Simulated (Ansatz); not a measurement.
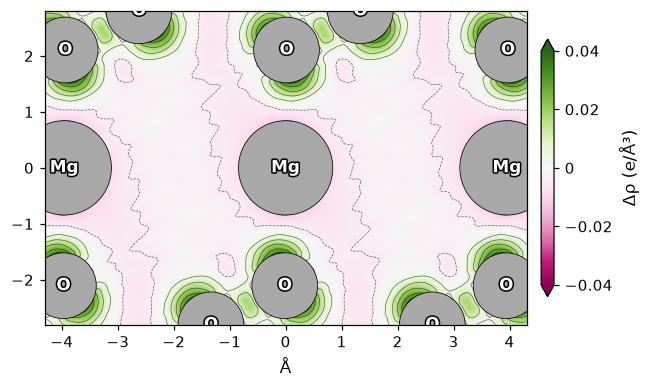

MgO₂. Difference of the valence pseudo-densities of two functionals at the same geometry, on the (101̄) plane of the calculation cell: one of PBEsol and r2SCAN less the other.

Both computed with Ansatz (plane waves, PAW), on the same k-point mesh. Grey discs cover the atomic cores.

```cif
data_structure
_symmetry_space_group_name_H-M 'P 1'
_symmetry_Int_Tables_number 1
_cell_length_a 3.9549
_cell_length_b 3.9549
_cell_length_c 3.9549
_cell_angle_alpha 47.878
_cell_angle_beta 47.878
_cell_angle_gamma 47.878
_cell_volume 31.17
loop_
_atom_site_label
_atom_site_type_symbol
_atom_site_fract_x
_atom_site_fract_y
_atom_site_fract_z
_atom_site_occupancy
Mg1 Mg 0.00000 0.00000 0.00000 1
O1 O 0.57121 0.57121 0.57121 1
O2 O 0.42879 0.42879 0.42879 1
```

Q: Which was subtracted from which, and what does the map show?

A: It is r2SCAN less PBEsol. Against PBEsol, r2SCAN gives less density around Mg (−0.006 e/Å³ on average at 1.0 Å from the nucleus), more density around O (+0.012 e/Å³ on average at 0.7 Å from the nucleus), less density in the space between the atoms (−0.003 e/Å³ on average) and a change of +0.018 e/Å³ at the midpoint of O–O.
